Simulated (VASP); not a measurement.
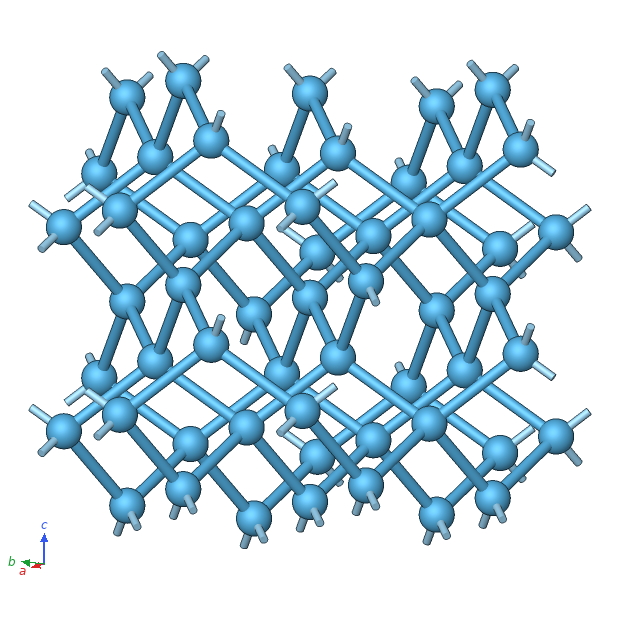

A cut-out of a periodic net derived from a crystal structure. Nodes are coloured by topological kind. Edges to nodes outside the piece are drawn as stubs.

> Describe the net.

A uninodal 4-connected, three-periodic net. It is the qtz net, known from quartz.

> Give point symbol and coordination sequence.

6^4.8^2, sequence 4, 12, 30, 52, 80, 116.

Where the net comes from. SiO2 (space group P6_422, No. 181). Coordinates: a cell listed in the Materials Project, as set up for an electronic-structure calculation. Bonds are taken as O–Si below 1.8 Å. The graph is simplified in the usual way: terminal and isolated atoms are pruned, two-connected atoms become edges. Si is a 4-connected node. O becomes part of the edges.
